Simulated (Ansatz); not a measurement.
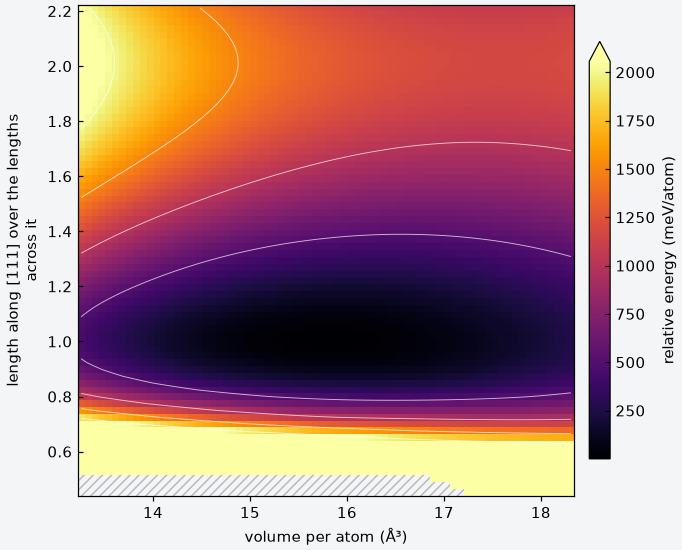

Mo (Im-3m, No. 229; 1 atom in the cell). The energy is mapped over volume and the cell's shape. Coordinates scanned: (1) volume per atom; (2) length along [111] over the lengths across it, relative to the cubic cell. Nothing is relaxed (symmetry fixes all fractional coordinates). The grid has 7 × 9 points. At 5 points there is no value (left out of the scan, as a rule where atoms come close). Points are written as (first, second). All energies are given in meV/atom relative to the lowest grid point. The calculation used DFT PBE, scalar-relativistic, plane waves, PAW (Ansatz). Settings: cutoff 420 eV, k-mesh 22×22×22, gaussian smearing 0.15 eV, no spin polarisation.

Drawn: a smooth colour map with a few white contour lines, one colour for all values above the top of the scale, hatched blanks where no value was computed. Between grid points the surface is interpolated.

The lowest grid point is at (15.78 Å³, 1.000) [bcc]. It is the only kind of minimum in the scanned range. The highest grid point, (17.47 Å³, 0.452), lies 11380 meV/atom above the lowest.

The level of theory is changed to DFT LDA, scalar-relativistic, plane waves, PAW in Ansatz; with it change the cell, relaxed at the new level (first cell vector 2.695 Å, before 2.737 Å); the new grid has 7 × 9 points.

What does this change do to the map?

Answer. The minimum (interpolated where it lies between grid points) moves from (15.78 Å³, 1.000) [bcc] to (15.06 Å³, 1.000) [bcc]. The curvature at the minimum changes from about 0.14 to 0.16 eV/(Å³)² along volume per atom and by less than a tenth (about 19) eV per unit squared along the second coordinate (per cell).

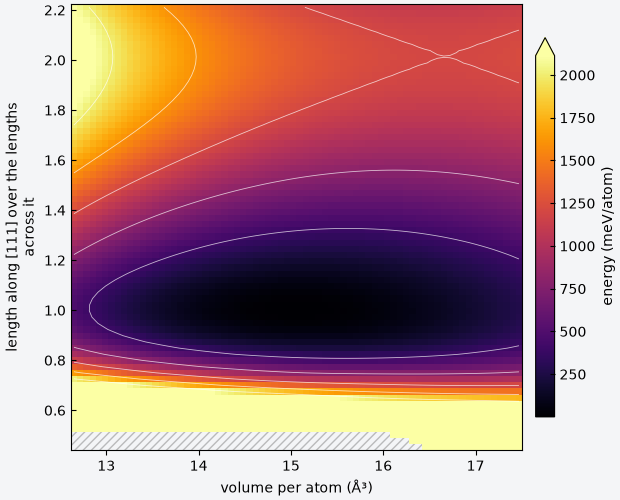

The map after the change, on a colour scale of its own. In the figure: a smooth colour map with a few white contour lines, one colour for all values above the top of the scale, hatched blanks where no value was computed. Between grid points the surface is interpolated.

PAW datasets: the set soft_1.
